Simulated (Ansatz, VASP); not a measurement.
# InP: VASP beside Ansatz

Wanted: the spread between two codes on one cell, functional and k mesh. The cell is taken from a series of runs on this material, whose earlier steps may have relaxed or scaled it; both programs get it as it stands.

Calculated with Ansatz 0.2.0; plane waves, with VASP 6.6.1 beside it; single point at PBE0.

## (1) Set-up

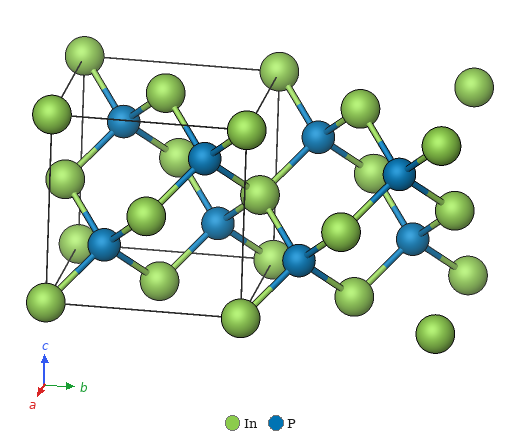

The cell as given, slightly off an axis (indium green, phosphorus blue). 1×2×1 cells are drawn. This picture shows the conventional cell, with its axes. Bonds to atoms that aren't drawn are left out. Some periodic images of atoms are drawn too.

Coordinates:

```
In P
1.0
     0.00000    2.93450    2.93450
     2.93450    0.00000    2.93450
     2.93450    2.93450    0.00000
In P
1 1
Direct
  0.00000 0.00000 0.00000
  0.25000 0.25000 0.25000
```

## (2) VASP: single point, PBE0

With cell and atoms fixed, the geometry can't cause a difference; cores, projectors, grids and the points listed under the comparison can.

Lines of VASP's logs that name or quote its potential files are left out, and so is its time.

INCAR

```
SYSTEM = InP
PREC = Accurate
ENCUT = 520
EDIFF = 1E-06
NELM = 100
ISMEAR = 0
SIGMA = 0.02
LREAL = .FALSE.
ALGO = Normal
LHFCALC = .TRUE.
AEXX = 0.25
GGA = PE
LASPH = .TRUE.
NBANDS = 15
PRECFOCK = Fast
LORBIT = 11
LWAVE = .FALSE.
LCHARG = .FALSE.
KPAR = 2
ISIF = 2
```

POSCAR

```
InP
1.0
    0.0000000000      2.9345000000      2.9345000000
    2.9345000000      0.0000000000      2.9345000000
    2.9345000000      2.9345000000      0.0000000000
In P
1 1
Direct
    0.0000000000      0.0000000000      0.0000000000
    0.2500000000      0.2500000000      0.2500000000
```

KPOINTS

```
Automatic mesh
0
Gamma
5 5 5
0 0 0
```

Potentials, in the order of the species: In_d_GW and P_GW (PBE family, release 64).

The run is started by

```sh
$ mpirun -np 2 vasp_std
```

Numbers of over 12 decimals in the logs are rounded to 6 here.

The program printed:

```text
[banner, memory and clock lines left out]
running    2 mpi-ranks, on    1 nodes
 distrk:  each k-point on    1 cores,    2 groups
 distr:  one band on    1 cores,    1 groups

 POSCAR found type information on POSCAR InP
 POSCAR found :  2 types and       2 ions
 LDA part: xc-table for (Slater+PW92), standard interpolation
 found WAVECAR, reading the header
 POSCAR, INCAR and KPOINTS ok, starting setup
 FFT: planning ... GRIDC
 FFT: planning ... GRID_SOFT
 FFT: planning ... GRID
 reading WAVECAR
 the WAVECAR file was read successfully
 initial charge from wavefunction
 entering main loop
       N       E                     dE             d eps       ncg     rms          rms(c)
DAV:   1    -0.108618012861E+02   -0.10862E+02   -0.29069E-01   506   0.275E+01    0.524E-01
DAV:   2    -0.108688409600E+02   -0.70397E-02   -0.26917E-02   520   0.431E+00    0.686E-01
DAV:   3    -0.108686310743E+02    0.20989E-03   -0.28629E-03   512   0.268E+00    0.438E-01
DAV:   4    -0.108684630322E+02    0.16804E-03   -0.56193E-04   592   0.805E-01    0.260E-01
DAV:   5    -0.108683992454E+02    0.63787E-04   -0.60532E-05   473   0.266E-01    0.156E-01
DAV:   6    -0.108683786161E+02    0.20629E-04   -0.14245E-05   512   0.116E-01    0.954E-02
DAV:   7    -0.108683702509E+02    0.83652E-05   -0.22624E-06   409   0.513E-02    0.581E-02
DAV:   8    -0.108683667924E+02    0.34585E-05   -0.90191E-07   304   0.260E-02    0.352E-02
DAV:   9    -0.108683654048E+02    0.13876E-05   -0.61533E-07   276   0.158E-02    0.215E-02
DAV:  10    -0.108683648364E+02    0.56841E-06   -0.48480E-07   283   0.197E-02
   1 F= -.10868365E+02 E0= -.10868365E+02  d E =-.295410E-13
```

Parts of OUTCAR (step 2):

```text
ion  position               nearest neighbor table
   1  0.000  0.000  0.000-   2 2.54   2 2.54   2 2.54   2 2.54
   2  0.250  0.250  0.250-   1 2.54   1 2.54   1 2.54   1 2.54

  LATTYP: Found a face centered cubic cell.
 ALAT       =     5.8690000000

 Subroutine GETGRP returns: Found 24 space group operations
 (whereof 24 operations were pure point group operations)

The static configuration has the point symmetry T_d .

 Found     10 irreducible k-points:

   k-points           NKPTS =     10   k-points in BZ     NKDIM =    125   number of bands    NBANDS=     15

   dimension x,y,z NGX =    32 NGY =   32 NGZ =   32
   dimension x,y,z NGXF=    64 NGYF=   64 NGZF=   64

   ENCUT  =  520.0 eV  38.22 Ry    6.18 a.u.   7.72  7.72  7.72*2*pi/ulx,y,z

   NELECT =      18.0000    total number of electrons

 k-points in reciprocal lattice and weights: Automatic mesh
   0.00000000  0.00000000  0.00000000       0.008
   0.20000000  0.00000000  0.00000000       0.064
   0.40000000  0.00000000  0.00000000       0.064
   0.20000000  0.20000000  0.00000000       0.048
   0.40000000  0.20000000  0.00000000       0.192
  -0.40000000  0.20000000  0.00000000       0.192
  -0.20000000  0.20000000  0.00000000       0.096
   0.40000000  0.40000000  0.00000000       0.048
  -0.40000000  0.40000000  0.00000000       0.096
  -0.40000000  0.40000000  0.20000000       0.192

  exchange ACFDT corr.  =         0.00000000  see jH, gK, PRB 81, 115126

 average (electrostatic) potential at core
       1 -67.8084       2 -70.8597

 E-fermi :   3.1996

 k-point     1 :       0.0000    0.0000    0.0000
  band No.  band energies     occupation
    ...
      5     -12.6967      2.00000
      6      -9.6824      2.00000
      7       3.1038      2.00000
      8       3.1038      2.00000
      9       3.1038      2.00000
     10       5.2419      0.00000
     11       8.7345      0.00000
     12       8.7345      0.00000
     13       8.7345      0.00000
     14      13.3601      0.00000
    ...

 k-point     2 :       0.2000    0.0000    0.0000
  band No.  band energies     occupation
    ...
      5     -12.6960      2.00000
      6      -9.2018      2.00000
      7       0.2254      2.00000
      8       2.6641      2.00000
      9       2.6641      2.00000
     10       6.3929      0.00000
     11       9.3413      0.00000
     12       9.3413      0.00000
     13       9.4620      0.00000
     14      13.3249      0.00000
    ...

 k-point     3 :       0.4000    0.0000    0.0000
  band No.  band energies     occupation
    ...
      5     -12.6876      2.00000
      6      -8.0976      2.00000
      7      -2.6847      2.00000
      8       2.1144      2.00000
      9       2.1144      2.00000
     10       6.1003      0.00000
     11       9.5196      0.00000
     12       9.5196      0.00000
     13      11.6113      0.00000
     14      13.8358      0.00000
    ...

  Total        0.2816735      0.2816735      0.2816735      0.0000000     -0.0000000      0.0000000
  in kB        8.9294402      8.9294402      8.9294402      0.0000000     -0.0000000      0.0000000
  external PRESSURE =       8.9294402 kB  Pullay stress =       0.0000000 kB

  energy-cutoff  :      520.00
  volume of cell :       50.54
      direct lattice vectors                 reciprocal lattice vectors
     0.000000000  2.934500000  2.934500000    -0.170386778  0.170386778  0.170386778
     2.934500000  0.000000000  2.934500000     0.170386778 -0.170386778  0.170386778
     2.934500000  2.934500000  0.000000000     0.170386778  0.170386778 -0.170386778

 POSITION                                       TOTAL-FORCE (eV/Angst)
 -----------------------------------------------------------------------------------
      0.00000      0.00000      0.00000         0.000000      0.000000      0.000000
      1.46725      1.46725      1.46725        -0.000000     -0.000000     -0.000000
 -----------------------------------------------------------------------------------
    total drift:                               -0.000011     -0.000012     -0.000003

  FREE ENERGIE OF THE ION-ELECTRON SYSTEM (eV)
  ---------------------------------------------------
  free  energy   TOTEN  =       -10.8683648364 eV

  energy  without entropy=      -10.8683648364  energy(sigma->0) =      -10.86836484

 total charge
# of ion       s       p       d       f       tot
--------------------------------------------------
    1        0.773   0.704   9.939   0.021  11.437
    2        1.115   1.723   0.031   0.000   2.869
--------------------------------------------------
tot          1.888   2.427   9.970   0.021  14.305

[... 3 further parts left out ...]
```

The run ends at a pressure of 0.89 GPa.

## (3) Ansatz: single point, PBE0

Ansatz runs on its default PAW (the set named soft_2) files.

The same cell, functional, mesh and smearing now go to Ansatz, which takes its cutoff from its data sets.

input.yaml

```yaml
crystal:
  lattice:
    - [0.0, 2.9345, 2.9345]
    - [2.9345, 0.0, 2.9345]
    - [2.9345, 2.9345, 0.0]
  atoms:
    - { symbol: In, position: [0.0, 0.0, 0.0] }
    - { symbol: P, position: [0.25, 0.25, 0.25] }
hamiltonian:
  xc: pbe0
  pseudopotentials: { kind: paw }
kpoints:
  mp_grid: { grid: [5, 5, 5] }
  band_path:
    path:
      - [0.0, 0.0, 0.0]
      - [0.5, 0.0, 0.5]
      - [0.5, 0.1875, 0.6875]
      - [0.40625, 0.34375, 0.75]
      - [0.1875, 0.1875, 0.375]
      - [0.25, 0.25, 0.25]
      - [0.53125, 0.4375, 0.53125]
      - [0.59375, 0.25, 0.65625]
      - [0.5, 0.25, 0.75]
      - [0.5, 0.5, 0.5]
      - [0.375, 0.375, 0.75]
      - [0.5, 0.0, 0.5]
    npoints: 1
scf:
  occupations: { method: gaussian, width: 0.02 }
  n_extra_bands: 7
output:
  forces: true
  stress: true
  eigenvalues: true
```

The run is started by

```sh
$ ansatz run input.yaml --threads 4 --pin off --max-ram 9216MiB --backend cpu --events-out ev --progress --plain --runs-dir out
```

The program printed:

```text
Warning: output.stress: scf.convergence.dr2_threshold = 1e-7 eV (the SCF's general default) is looser than the 2e-10 eV advised for a printed stress (1e-10 eV for each atom of the cell: 2). What an SCF threshold leaves in a stress goes as its square root, and in the free energy as the threshold itself, and one threshold admits the most on a small cell: [figures from the program's tests cut] Set scf.convergence.dr2_threshold to 2e-10 eV or tighter. The threshold is an SCF's pass mark: one that does not reach it within its budget of iterations ends unconverged, or closes short of it on a stop that the run arms, and scf.convergence.dr2_threshold's page says what that costs each kind of run
Warning: output.stress: scf.exx.energy_threshold = 1e-6 eV is looser than the 2e-8 eV advised for a stress under a hybrid functional (1e-8 eV for each atom of the cell: 2). Every SCF of the exchange loop can meet its threshold on dr2 while the loop round them stops early: no threshold on dr2 bounds what that leaves in the stress. Set scf.exx.energy_threshold to 2e-8 eV or tighter. The threshold is the loop's pass mark: a loop that does not reach it within its budget of cycles ends unconverged, and scf.exx.energy_threshold's page has the law
scf.n_extra_bands = 7 over 9 filled bands (N_el = 18.0): the run solves 16 bands
Engine: ansatz 0.2.0, aarch64-unknown-linux-gnu
Pseudopotentials: kind: paw
Pseudopotential: In, paw, valence charge 13, recommended cutoff 420 eV (normal), In.paw.azcp
Pseudopotential: P, paw, valence charge 5, recommended cutoff 420 eV (normal), P.paw.azcp
Functional definition: PBE0
  parameter a = 0.25
  parameter kappa = 0.804
  parameter beta = 0.066725
  exchange = (1 - a)*pbe_x(kappa = kappa, mu = beta*pi^2/3) + a*exact_x
  correlation = pbe_c(beta = beta)
Crystal: 2 atoms, lattice volume = 50.540 Å³
Basis set: ecut = 420 eV, 965 PW (Γ), exchange–correlation on 60×60×60 points (8 copies of the dense FFT grid, shifted against one another)
Bands: 16, of which v1, the nominal top of the filled ones, is band 9 counted from 1 (8 counted from 0)
Symmetry: 24 space group operations
Space group: F-43m (ITA 216), of the structure as read, at distance tolerance 3.7e-5 Å
k-points: 10 of 125 (time reversal used)
Non-local potential: In, projectors of the file, l = 0: 2, l = 1: 2, l = 2: 2, l = 3: 2
Non-local potential: P, projectors of the file, l = 0: 2, l = 1: 2, l = 2: 2
PAW form: soft (Blöchl's): semilocal exchange-correlation on the pseudo side does not see the compensation charge
PAW frozen core: In, regenerated for the run's functional, and the local potential with it (the file was generated under x = pbe(κ = 0.804, μ = 0.219515), c = pbe(β = 0.066725))
PAW frozen core: P, regenerated for the run's functional, and the local potential with it (the file was generated under x = pbe(κ = 0.804, μ = 0.219515), c = pbe(β = 0.066725))
PAW one-centre angular grid: In, 590 points (default); XC on 64 Gauss nodes
PAW one-centre angular grid: P, 110 points (default); XC on 64 Gauss nodes
Initial density: superposition of atomic densities (neutral atoms: chi_scale 0, normalization atom), corrected by the library's trained network
Initial wavefunctions: pseudopotential atomic-orbital guess
Functional: x = pbe(κ = 0.804, μ = 0.219515), c = pbe(β = 0.066725), warm-up for x = 0.75 pbe(κ = 0.804, μ = 0.219515) + 0.25 exact, c = pbe(β = 0.066725)
SCF iter   1: F=—  HF=-6353.951462 eV  |F-HF|=—  |Δ(HF+E_count)|=         —  Δρ=1.79e-3  dr2=3.11e-3  ethr=1.77e-3  ⟨swp⟩=12.1  Hψ=843  notcnv=0
preconditioner: auto → none  [insulator: Δε(μ)=0.679 eV  Ē_g=16.987 eV  σ=0.020 eV  W_gap=1.00  n_scr=14 (ndim 8)  ℏωp=22.2 eV  f_vac=0.021  D(μ)=0.00/eV (n_scr^D=0)]
iter 2 solved again at ethr=1.04e-6 eV; its pass at ethr=1.73e-5 eV (dr2=1.86e-4 eV) is discarded
SCF iter   2: F=—  HF=-6353.950919 eV  |F-HF|=—  |Δ(HF+E_count)|=   5.43e-4  Δρ=4.64e-4  dr2=1.91e-4  ethr=1.04e-6  ⟨swp⟩=2.7  Hψ=764  notcnv=0  defer=1
SCF iter   3: F=-6353.950926 eV  HF=-6353.950903 eV  |F-HF|=2.30e-5  |Δ(HF+E_count)|=   1.62e-5  Δρ=1.82e-4  dr2=2.12e-5  ethr=1.04e-6  ⟨swp⟩=2.4  Hψ=257  notcnv=0  defer=1
SCF 1 stopped early in 3 iterations: F = -6353.950926 eV  dr2 = 2.12e-5
  greatest PAW one-centre occupation: 0.980 electrons in one spin orbital (limit 2), on the In atom at site 0 (counted from 0), in its partial waves of l = 2
Initial density: handed on by an earlier stage of this run
Initial wavefunctions: those handed on with the density
Functional: x = 0.75 pbe(κ = 0.804, μ = 0.219515) + 0.25 exact, c = pbe(β = 0.066725)
Frozen-core exchange: fock
SCF iter   1: F=—  HF=-6357.957255 eV  |F-HF|=—  |Δ(HF+E_count)|=         —  Δρ=5.02e-3  dr2=7.53e-3  ethr=1.18e-6  ⟨swp⟩=8.6  Hψ=884  notcnv=0
preconditioner: auto → none  [insulator: Δε(μ)=2.033 eV  Ē_g=19.893 eV  σ=0.020 eV  W_gap=1.00  n_scr=14 (ndim 8)  ℏωp=22.2 eV  f_vac=0.019  D(μ)=0.00/eV (n_scr^D=0)]
SCF iter   2: F=—  HF=-6357.955551 eV  |F-HF|=—  |Δ(HF+E_count)|=   1.70e-3  Δρ=1.65e-3  dr2=2.05e-3  ethr=1.18e-6  ⟨swp⟩=4.0  Hψ=467  notcnv=0
SCF iter   3: F=—  HF=-6357.962942 eV  |F-HF|=—  |Δ(HF+E_count)|=   7.39e-3  Δρ=1.23e-3  dr2=5.10e-4  ethr=1.18e-6  ⟨swp⟩=4.2  Hψ=532  notcnv=0
SCF iter   4: F=—  HF=-6357.962838 eV  |F-HF|=—  |Δ(HF+E_count)|=   1.04e-4  Δρ=1.92e-4  dr2=4.12e-5  ethr=1.18e-6  ⟨swp⟩=3.0  Hψ=312  notcnv=0
SCF iter   5: F=-6357.962986 eV  HF=-6357.962988 eV  |F-HF|=2.23e-6  |Δ(HF+E_count)|=   1.50e-4  Δρ=1.42e-4  dr2=7.76e-6  ethr=8.71e-8  ⟨swp⟩=4.2  Hψ=339  notcnv=0  defer=2
SCF 2 stopped early in 5 iterations: F = -6357.962986 eV  dr2 = 7.76e-6
  greatest PAW one-centre occupation: 0.983 electrons in one spin orbital (limit 2), on the In atom at site 0 (counted from 0), in its partial waves of l = 2
hybrid outer 1: dexx = +8.737e-3 eV, tail = 2.47e-5 eV
Frozen-core exchange: fock
SCF iter   1: F=—  HF=-6357.962912 eV  |F-HF|=—  |Δ(HF+E_count)|=         —  Δρ=3.67e-5  dr2=7.62e-7  ethr=6.87e-7  ⟨swp⟩=5.2  Hψ=411  notcnv=0
preconditioner: auto → none  [insulator: Δε(μ)=2.120 eV  Ē_g=19.866 eV  σ=0.020 eV  W_gap=1.00  n_scr=14 (ndim 8)  ℏωp=22.2 eV  f_vac=0.017  D(μ)=0.00/eV (n_scr^D=0)]
SCF iter   2: F=—  HF=-6357.962912 eV  |F-HF|=—  |Δ(HF+E_count)|=   5.58e-8  Δρ=1.18e-5  dr2=1.05e-7  ethr=3.84e-9  ⟨swp⟩=4.0  Hψ=384  notcnv=0
SCF iter   3: F=—  HF=-6357.962913 eV  |F-HF|=—  |Δ(HF+E_count)|=   2.71e-7  Δρ=7.52e-6  dr2=2.87e-8  ethr=2.17e-10  ⟨swp⟩=4.2  Hψ=416  notcnv=0  defer=2
SCF iter   4: F=-6357.962913 eV  HF=-6357.962913 eV  |F-HF|=5.04e-10  |Δ(HF+E_count)|=   7.69e-9  Δρ=1.15e-6  dr2=1.53e-9  ethr=1.12e-10  ⟨swp⟩=3.1  Hψ=334  notcnv=0  defer=1
SCF 3 converged in 4 iterations: F = -6357.962913 eV  dr2 = 1.53e-9
  Residual-converged pass: ⟨swp⟩=3.0  Hψ=287  notcnv=0  max |occ|·‖R‖ = 2.3e-6 eV (tolerance 2.4e-6 eV)  dr2=1.59e-9  dr2_onsite=2.32e-10  max |Δocc| = 0.0e0
hybrid outer 2: dexx = +3.048e-7 eV, tail = 6.35e-9 eV, Δε = 1.64e-3 eV (about 4.84e-5 eV left of the loop's levels)
NSCF: frozen V_eff on 12 k-points
hybrid SCF converged: 2 outer / 9 inner (+3 warm-up), last move |dexx| = 3.05e-7 eV, tail = 6.35e-9 eV
Stability not checked: this state was not tested for a lower state beside it, because the functional holds exact exchange (a hybrid, or Hartree-Fock), whose exchange loop this test does not read (fock_operator; see scf.lower_state_search)
Free energy (F): -6357.962913 eV
Frozen-core exchange: fock
Harris-Foulkes:  -6357.962913 eV  (|F-HF|=5.04e-10)
Internal energy: -6357.962913 eV  (E = F + TS)
E sigma→0 (E₀):  -6357.962913 eV
Fermi energy:    7.251642 eV
--- Per-component energies (eV) ---
  E_band       = -88.618175
  E_kinetic    = 313.812818
  E_local      = -1401.521813  (includes V_loc(G=0)·N_el)
  E_nonlocal   = 401.056411
  E_hartree    = 554.266512
  E_xc         = -212.700891
  E_vxc        = -123.596286  (∫ρ·V_xc dr)
  E_exx        = -47.890213  (= α·E_x^exact, valence–valence)
  E_paw        = -4746.393430  (= ΣΔE_a)
  E_vpaw       = -291.121614  (= ΣTr[D̂ρ^β])
  E_aug_tail   = 0.000030  (compensation charges beyond the density's cutoff)
  E_ewald      = -1219.044346
  E_core_change = 0.452009  (= ΣΔE_core)
  E_smearing   = -0.000000  (= −TS)
  E_closure    = 0.000000  (closes the sum)
  Σ components = -6357.962913   (vs F -6357.962913, Δ=0.00e0)
--- Forces (eV/Å), atoms counted from 1 ---
  atom   1  In     0.00000000    -0.00000000    -0.00000000
  atom   2  P     -0.00000000     0.00000000     0.00000000
  max |Σ_I F_I| component: 3.70e-17 eV/Å
--- Stress (GPa, compression-positive) ---
        1.025090       0.000000      -0.000000
       -0.000000       1.025090       0.000000
       -0.000000       0.000000       1.025090
  P = ⅓ Tr σ = 1.0251 GPa (10.251 kbar)
--- Band table (eV; the first three rows and the last of 10) ---
  k-point 0: bands = [... 5 lower, -6.6089, 6.1916, 6.1916, 6.1916, 8.3115, 11.7936, 11.7936, 11.7936, ... 3 higher]
  k-point 1: bands = [... 5 lower, -6.1282, 3.3036, 5.7496, 5.7496, 9.4605, 12.4029, 12.4029, 12.5343, ... 3 higher]
  k-point 2: bands = [... 5 lower, -5.0228, 0.3873, 5.1970, 5.1970, 9.1666, 12.5818, 12.5818, 14.6865, ... 3 higher]
  k-point 9: bands = [... 5 lower, -4.2292, 0.2950, 2.8296, 3.7228, 11.5152, 11.8709, 12.8985, 15.7108, ... 3 higher]
```

## (4) Side by side

Known differences besides the PAW data sets themselves: exact exchange at q = 0 is treated differently, which shows on coarse meshes; VASP keeps PBE cores, Ansatz makes them for the functional; the cutoff is 420 eV in Ansatz and 520 eV in VASP; VASP takes a coarser grid for exact exchange (PRECFOCK = Fast). Total energies have different zeros and are not compared.

Both answers:

| quantity | Ansatz | VASP | difference |
| --- | --- | --- | --- |
| pressure (GPa) | 1.03 | 0.89 | +0.13 |
| gap on the k mesh (eV) | 2.120 | 2.138 | -0.018 |

Ansatz's pressure holds a Pulay correction of 0.04 GPa; VASP's holds none.

## (5) What moves the difference

How far does this hang on the set-up? Further runs change one program's set-up at a time, as the table lists.

| run | difference in gap on the k mesh (eV) |
| --- | --- |
| as above | -0.018 |
| VASP with the data sets In_d and P_h and a cutoff of 630 eV | -0.029 |

## (6) What came out

- difference in gap on the k mesh (single point, PBE0): -0.018 eV

What this shows: The difference in gap on the k mesh is -0.018 eV (single point, PBE0), within the 0.08 eV picked in this series as the mark of a large difference. For single point, PBE0: no further run halves the difference in gap on the k mesh. How closely two codes agree says nothing of how well the functional describes the real material.

[Lines on the potential files, build, host, timing and source positions are cut from VASP's logs without a mark.]

[Logs are printed without paths, hosts, clocks, repeated set-up lines and the standing remarks that a program may print on its own settings, such as how far it seeks lower states.]

[Hosts, paths, dates, database ids (printed as entryN), source tags and the programs' standing remarks are cut or masked in the printed files.]
